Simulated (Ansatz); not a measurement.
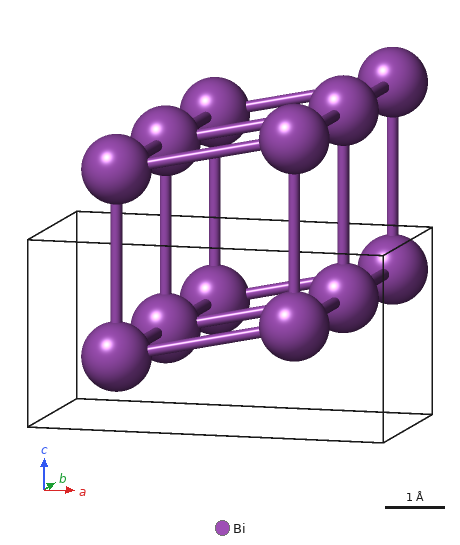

This is crystalline Bi (set up in P2/m). A ball-and-stick model of the cell of the calculation, reduced to other axes, repeated 1 × 2 × 2 with one cell outlined, seen slightly off an axis. Lengths and directions refer to the drawn axes.

Level of theory: DFT PBEsol, scalar-relativistic, plane waves, PAW (Ansatz 0.2.0). Settings: plane-wave cutoff 420 eV; k-point mesh 14 × 14 × 8; occupations gaussian; smearing width 0.1 eV; no spin polarisation.

The variant: Uniaxial strain along a, +3.0 %, is applied. The b and c axes and the atoms are relaxed.

### What does the calculation give for the changed structure?

The energy rises by 7.2 meV per atom. Pressure: 0.0 GPa before, −0.6 GPa after. The principal stresses (compression positive) are −1.9 GPa along c and none across it. Both are metals. Cell: a 6.310 → 6.108 Å (−3.2 %), b 3.230 → 3.246 Å (+0.5 %), c 3.248 → 3.346 Å (+3.0 %). Volume +0.2 %. The largest moves relative to the cell, 0.17 Å, are those of Bi atoms. Among the bonded contacts that change: Bi–Bi 3.248 → 3.346 Å, Bi–Bi 3.227 → 3.217 to 3.246 Å. The space group stays P2/m (No. 10).

Drawn alike, the variant:

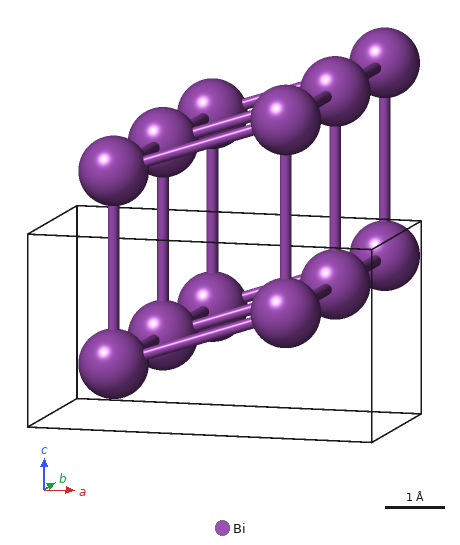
